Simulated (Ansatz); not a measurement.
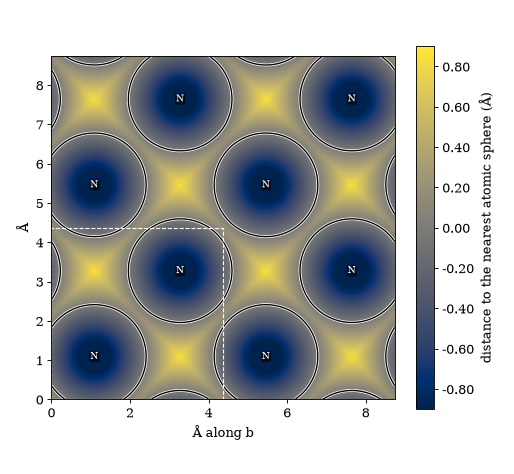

Map of the distance to the nearest atomic sphere in AlN in space group F-43m, computed on the section x = 0.250 (parallel to b and c; the dashed line is one cell). The black line marks the spheres' surfaces; positive values are empty space; unlabelled circles belong to atoms above or below the section.

Hard-sphere model; Shannon crystal radii (six-coordinate where tabulated): Al 0.68 Å, N 1.32 Å.

Origin of the cell: the input geometry of an electronic-structure calculation (not necessarily at equilibrium).

```cif
data_structure
_symmetry_space_group_name_H-M 'F-43m'
_symmetry_Int_Tables_number 216
_cell_length_a 4.3698
_cell_length_b 4.3698
_cell_length_c 4.3698
_cell_angle_alpha 90.000
_cell_angle_beta 90.000
_cell_angle_gamma 90.000
_cell_volume 83.44
loop_
_atom_site_label
_atom_site_type_symbol
_atom_site_symmetry_multiplicity
_atom_site_Wyckoff_symbol
_atom_site_fract_x
_atom_site_fract_y
_atom_site_fract_z
_atom_site_occupancy
Al1 Al 4 a 0.00000 0.00000 0.00000 1
N1 N 4 c 0.25000 0.75000 0.75000 1
```

> Where is the largest hole in this section, and how large is it?

At 0.250, 0.750, 0.250 (fractional), where the distance reaches 0.86 Å; it is enclosed by 6 N (then 4 Al) in an octahedral arrangement. It is the largest hole of the crystal.

> How much of the crystal lies outside the spheres?

About 48 % of the cell's volume, and 43 % of this section's area.

> What can pass through?

The largest sphere that fits anywhere has a diameter of 1.73 Å; the largest that can travel through the crystal, about 0.9 Å.
